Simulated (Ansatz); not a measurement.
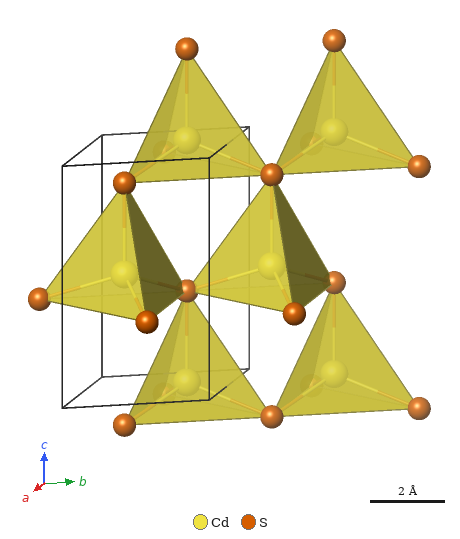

Reference structure: solid CdS (built on the wurtzite type) at its r2SCAN-relaxed geometry. The picture is a polyhedral view of the cell of the calculation, repeated 1 × 2 × 1 with one cell outlined, seen slightly off an axis.

Computed with Ansatz, DFT, HSE06, plane waves, PAW. Set-up: plane-wave cutoff 420 eV; k-point mesh 6 × 6 × 4; occupations fixed; no spin polarisation.

Now this is done to it. All lengths are scaled by +0.5 % (volume +1.5 %). The atoms were relaxed with r2SCAN under that strain, and this is a single point on that geometry.

Question: What does the calculation give for the changed structure?

Answer: The energy changes by less than 1 meV per atom. Pressure: 0.2 GPa before, −0.7 GPa after. The forces stay under 0.01 eV/Å. Near-neighbour distances before and after: Cd–S 2.546 → 2.557 to 2.563 Å. The space group stays P6_3mc (No. 186).
